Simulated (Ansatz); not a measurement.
In doubt: masses and optical values from hybrid runs of this build are listed as unsure (in some of the runs), which bears on the screening that GW takes from such a start.

The crystal is CdS (Greenockite).

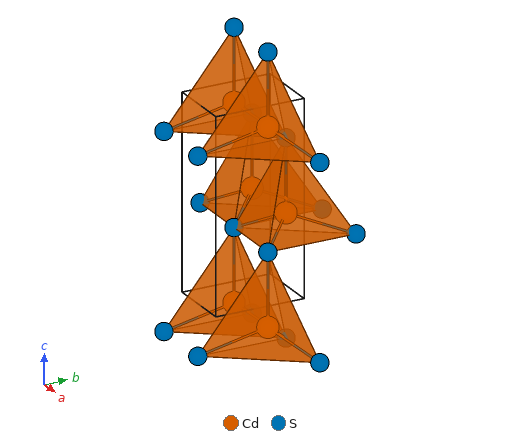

The structure (cadmium orange, sulfur blue). 2×1×1 cells are drawn. Some periodic images of atoms are drawn too.

```xyz
4
Lattice="4.1370 0.0000 0.0000 -2.0685 3.5827 0.0000 0.0000 0.0000 6.7144" Properties=species:S:1:pos:R:3 pbc="T T T"
Cd    2.0685    1.1942    0.0000
Cd    0.0000    2.3885    3.3572
S     2.0685    1.1942    2.5179
S     0.0000    2.3885    5.8751
```

The cell and positions come from the Crystallography Open Database and are kept as given unless a step says otherwise. PAW set soft_2, made with PBE.

Gaps computed with Ansatz 0.2.0 without a self-energy: HSE06 2.24 eV, r2SCAN 1.68 eV and PBE0 2.90 eV.

**Question.** What gap should G0W0 on HSE06 give (6×6×2 mesh, 297 empty bands, screening to 120 eV, default PAW files)?

About 2.57 eV: on its mesh the run moves the gap from 2.24 eV by +0.32 eV. Among the scalar-relativistic levels given, HSE06 is nearest (−0.33 eV). Bands and cutoff are finite, so the gap is not at the basis limit. The miss can reach some tenths of an eV and take either sign; the mesh is an error of its own. The 6×6×2 mesh is coarse for this cell (its supercell is 13 Å along the shortest edge). The RPA ε∞ on it, from the HSE06 start, is 4.57 and 4.66; such meshes misread the long-range screening, most where the gap is narrow. The many-body steps are scalar-relativistic: spin-orbit coupling is not in them.

[Paths, hosts, dates, memory and timing lines, banners, echoed tables and standing remarks are left out of the program output.]

[Logs are printed without paths, hosts, clocks, repeated set-up lines and the standing remarks that a program may print on its own settings, such as how far it seeks lower states.]

[Runs of the session that timed out or met a known fault of the program may be left out.]

[Cells called generated may have been cut or substituted from an entry of the Crystallography Open Database or the Materials Project.]

[Hosts, paths, dates, database ids (printed as entryN), source tags and the programs' standing remarks are cut or masked in the printed files.]
